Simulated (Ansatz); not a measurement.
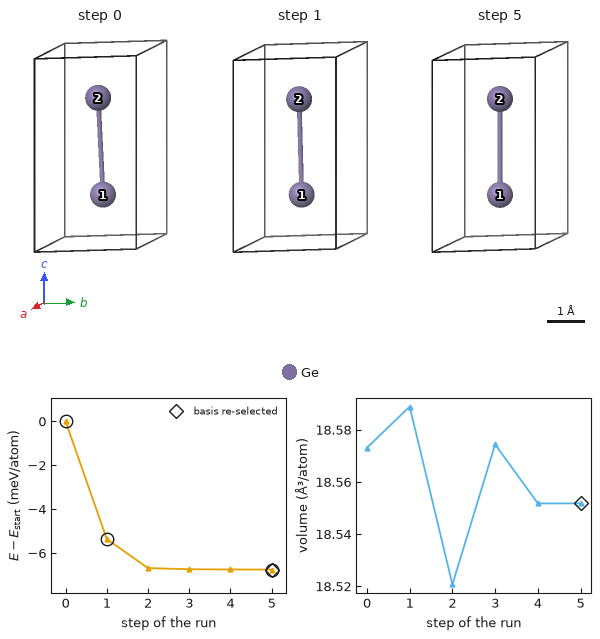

Frames of a relaxation of crystalline Ge (set up in C2/m), marked on the history of the run. A ball-and-stick model of the cell of the calculation, seen slightly off an axis.

Case: all atoms moved at random, sigma 0.1 Å for each component; relaxed back.

Level of theory: DFT PBE+D3(BJ), scalar-relativistic, plane waves, PAW (Ansatz). Settings: plane-wave cutoff 420 eV; k-point mesh 14 × 14 × 6; occupations gaussian; smearing width 0.15 eV; no spin polarisation; cell and atoms relaxed; force threshold 0.01 eV/Å; at most 80 steps.

Question: Describe the path.

Answer: After 4 accepted moves (5 points after the start) the energy has fallen by 6.7 meV per atom. The largest force component goes from 0.14 to under 0.0001 eV/Å. The pressure goes from −0.07 to 0.02 GPa. At 1 point the geometry stayed and the basis and grid were re-selected for the new cell (energy shift of less than 0.05 meV per atom at most each time). The largest moves relative to the cell, 0.091 Å, are those of Ge1 and Ge2. Ge1 goes roughly along [1 −1 0]. Cell: a = b 2.816 → 2.852 Å (+1.3 %), c 5.308 → 5.267 Å (−0.8 %), γ 118.0° → 120.0°. Volume −0.1 %. Near-neighbour distances that change, for instance: Ge1–Ge2 2.683 → 2.633 Å, Ge1–Ge1 2.899 → 2.852 Å, Ge1–Ge1 (another image) 2.816 → 2.852 Å. The space group (tolerance 0.01 Å) goes from C2/m (No. 12) to P6/mmm (No. 191). Cost: 92 s on 1 thread of Arm Neoverse V2, with other jobs on the host, peak memory 0.6 GiB. From step 0 to 1: Ge atoms move most (0.04 Å), energy −5.4 meV per atom. From step 1 to 5: Ge atoms move most (0.05 Å), volume −0.2 %, energy −1.4 meV per atom.

```
step  E − E(0), meV/atom  largest force component, eV/Å  pressure, GPa  volume, Å³/atom                      note
   0                0.00                         0.1367          -0.07           18.573                          
   1               -5.36                         0.0270          -0.11           18.589                          
   2               -6.68                         0.0108           0.16           18.521                          
   3               -6.73                         0.0034          -0.07           18.574                          
   4               -6.74                         0.0001           0.01           18.552                          
   5               -6.75                         0.0001           0.02           18.552  same geometry, new basis
```
